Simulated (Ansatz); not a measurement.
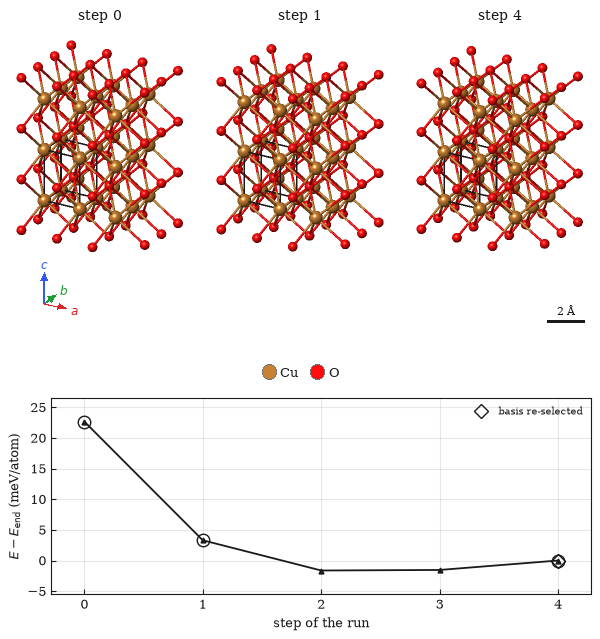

Frames of a relaxation of solid CuO (built on the tungsten carbide type) (coarse preliminary run), marked on the history of the run. Style: ball-and-stick. Shown: the cell of the calculation, repeated 2 × 2 × 2 with one cell outlined, slightly off an axis.

Case: tungsten carbide type (P-6m2, No. 187).

All numbers below come from Ansatz 0.2.0, DFT PBE, scalar-relativistic, plane waves, PAW.

Input file:
```yaml
crystal:
  lattice:
    - [2.8912169321, 0.0, 0.0]
    - [-1.4456084661, 2.5038673111, 0.0]
    - [0.0, 0.0, 2.8199443722]
  atoms:
    - { symbol: Cu, position: [0.0, 0.0, 0.0], spin: 0.48 }
    - { symbol: O, position: [0.6666666667, 0.3333333333, 0.5], spin: 0.42 }
basis:
  ecutwfc: 420
kpoints:
  mp_grid: { grid: [6, 6, 6] }
hamiltonian:
  xc: pbe
scf:
  occupations: { method: gaussian, width: 0.1 }
  lower_state_search: "off"
output:
  forces: true
  stress: true
  eigenvalues: true
  populations: true
magnetization:
  spin_polarized: true
relax:
  adjacent_minimum: "off"
  f_tol: 0.04
  max_steps: 70
  cell: { stress_tol: 0.4 }
```

Command:
```bash
ansatz run input.yaml --threads 1 --pin off --max-ram 2560MiB --backend cpu --events-out ev --progress --plain --runs-dir out
```

**What happens along the run?**

After 3 accepted moves (4 points after the start) the energy has fallen by 22.7 meV per atom. All forces vanish by symmetry, so only the cell relaxes. Pressure: −7.87 GPa at the start and −0.20 GPa at the end. At 1 point the geometry stayed and the basis and grid were re-selected for the new cell (energy shift of 1.5 meV per atom at most each time). The atoms keep their places relative to the cell (all moves are under 0.005 Å). The drawn cell changes as follows: a = b 2.891 → 2.890 Å (0.0 %), c 2.820 → 2.696 Å (−4.4 %); the volume changes by −4.5 %. Near-neighbour distances that change, for instance: Cu1–O2 2.185 → 2.145 Å. Bond angles that change, for instance: O2–Cu1–O2 80.4° → 77.9°, Cu1–O2–Cu1 80.4° → 77.9°. The space group stays P-6m2 (No. 187). The run took 16 s on 1 thread of Arm Neoverse V1, with other jobs on the host, peak memory 0.28 GiB. From step 0 to 1: volume −2.1 %, energy −19.4 meV per atom. From step 1 to 4: volume −2.5 %, energy −3.3 meV per atom.

| step | E − E(0), meV/atom | pressure, GPa | volume, Å³/atom | note |
| --- | --- | --- | --- | --- |
| 0 | 0.00 | -7.87 | 10.207 |  |
| 1 | -19.36 | -4.17 | 9.994 |  |
| 2 | -24.30 | 0.85 | 9.696 |  |
| 3 | -24.21 | -0.04 | 9.747 |  |
| 4 | -22.67 | -0.20 | 9.747 | same geometry, new basis |

Limits of the set-up: the k-point mesh is coarse for a cell with partly filled bands.
